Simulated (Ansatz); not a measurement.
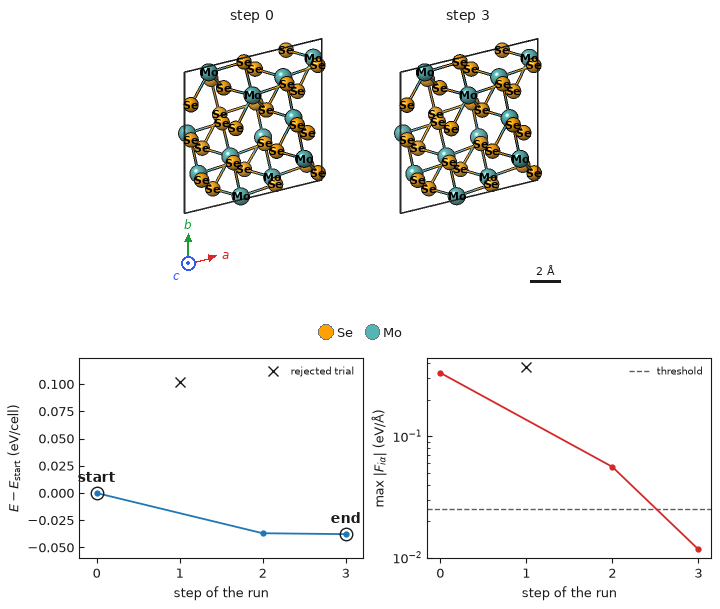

First and last geometry of a relaxation of a defect cell of composition Mo₄Se₉ (cell charge −1), with the history of the run. Style: ball-and-stick. Shown: the cell of the calculation, along the c axis.

Case: Se on a Mo site (a), charge -1, atoms relaxed at the host's cell.

Theory: DFT PBE, scalar-relativistic, plane waves, PAW in Ansatz. Settings: plane-wave cutoff 420 eV; k-point mesh 2 × 2 × 2; occupations gaussian; smearing width 0.01 eV; mesh shifted by (0.5, 0.5, 0.5); collinear spin; atoms relaxed in a fixed cell; force threshold 0.025 eV/Å; at most 45 steps.

**Read the history and describe the run.**

It converged. The largest moves, 0.033 Å, are those of Se atoms. By element the largest moves are Se 0.033 Å, Mo 0.011 Å. The lattice vectors keep their values. Among the contacts that change: Mo–Se 2.539 → 2.561 Å, Mo–Se 2.548 → 2.542 Å. The energy falls by 37.7 meV per cell of the calculation in 2 accepted moves (3 points after the start). Largest force component: 0.33 eV/Å at the start, 0.012 eV/Å at the end. The line search rejected the trial step at point 1 of the run. Cost: 5.9 min on 4 threads of AMD EPYC 7B13 (Zen 3), on a shared host, peak memory 5.9 GiB.

Limits of the set-up: the cell is charged, on a uniform background, and energies carry no finite-size correction.
